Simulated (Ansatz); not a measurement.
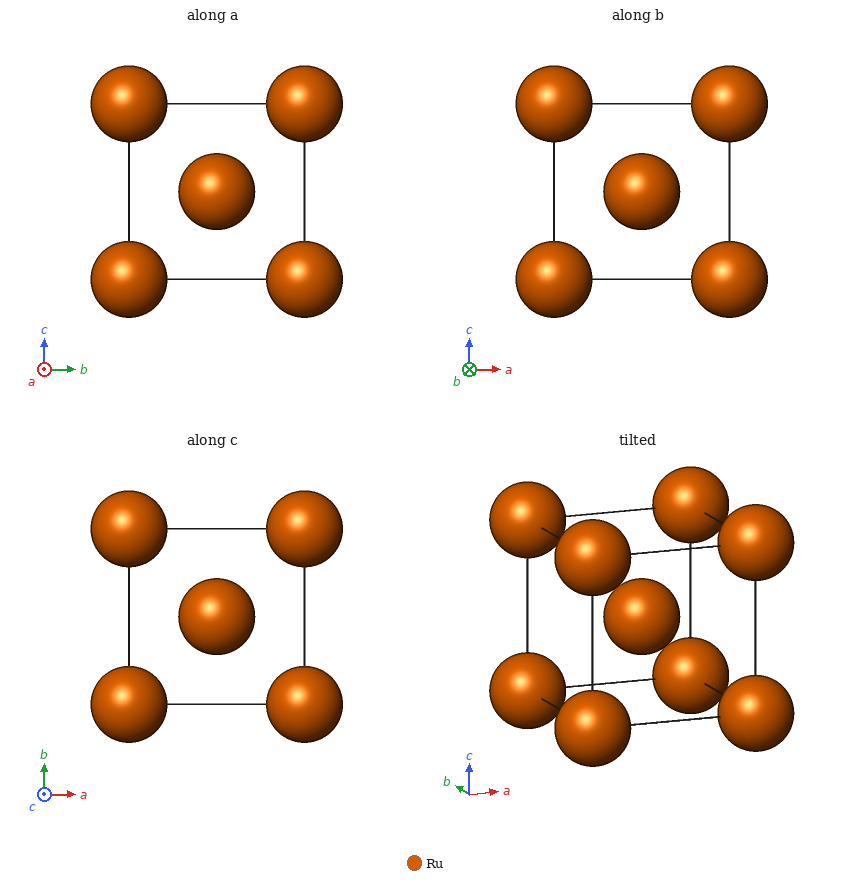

Spheres-only drawing of the structure, looking along the a axis, along the b axis, along the c axis and slightly off an axis. The frame is the conventional unit cell; atoms at its boundary are shown with their periodic copies.

Lattice parameters: a = 3.053 Å, b = 3.053 Å, c = 3.053 Å, α = 90.00°, β = 90.00°, γ = 90.00°. Put a along x and b in the xy plane.

Give the atomic positions as a POSCAR file.

Answer.
```
Ru
1.0
     3.053    0.000    0.000
     0.000    3.053    0.000
     0.000    0.000    3.053
Ru
2
Direct
  0.0000 0.0000 0.0000
  0.5000 0.5000 0.5000
```

Starting structure: a structure type filled with this element by a generator (whether the element takes this form wasn't checked). Earlier steps of the study may have refined or changed the cell and positions. An electronic-structure calculation with Ansatz was run on it.
